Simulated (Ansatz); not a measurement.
Input file:

```
crystal:
  lattice:
    - [2.6522136519, 0.0, 0.0]
    - [-1.326106826, 2.2968843988, 0.0]
    - [0.0, 0.0, 4.3097165334]
  atoms:
    - { symbol: Ir, position: [0.3333333333, 0.6666666667, 0.25], spin: 1.0 }
    - { symbol: Ir, position: [0.6666666667, 0.3333333333, 0.75], spin: 1.0 }
hamiltonian:
  xc: r2scan
  pseudopotentials:
    kind: paw
    azcp:
      Ir: "pseudopotentials/Ir.paw.azcp"
basis:
  ecutwfc: 500
  fft_grid_basis: typed
kpoints:
  mp_grid: { grid: [22, 22, 12], shift: [0, 0, 0] }
magnetization:
  spin_polarized: true
scf:
  occupations: { method: fermi_dirac, width: 0.05 }
output:
  stress: true
  write_density: true
  write_potential: true
  elf: true
  volumetric_format: npy
```

Below, planes, directions and counts refer to the conventional cell (a = 2.65 Å, b = 2.65 Å, c = 4.31 Å, α = 90.00°, β = 90.00°, γ = 120.00°).

Space group P6₃/mmc; set up as Ir, hcp; a generated structure, not necessarily the stable one; changed on purpose from its base cell (volume × 0.92); computed pressure about 38 GPa in this cell; the program warned that a starting moment wasn't kept; spin-polarised, but the moments vanished.

Level of theory: DFT, r2SCAN, plane waves (500 eV) with PAW, scalar-relativistic in Ansatz.

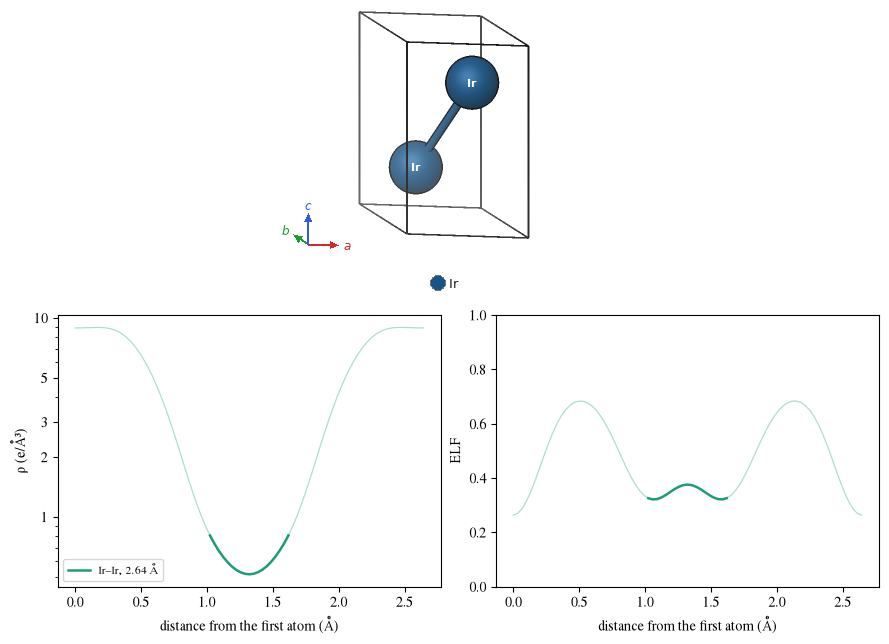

Ir. Valence charge density (pseudo) and ELF along straight lines between neighbouring atoms. Thin, pale parts lie inside the atomic spheres. The structure is drawn too.

In a PAW calculation such maps are meaningful between the atoms, not at the nuclei.

Question: What can be read from the curves?

Answer: Ir–Ir (2.64 Å): ρ at the midpoint is about 0.51 e/Å³; the ELF is about 0.40 at the midpoint.
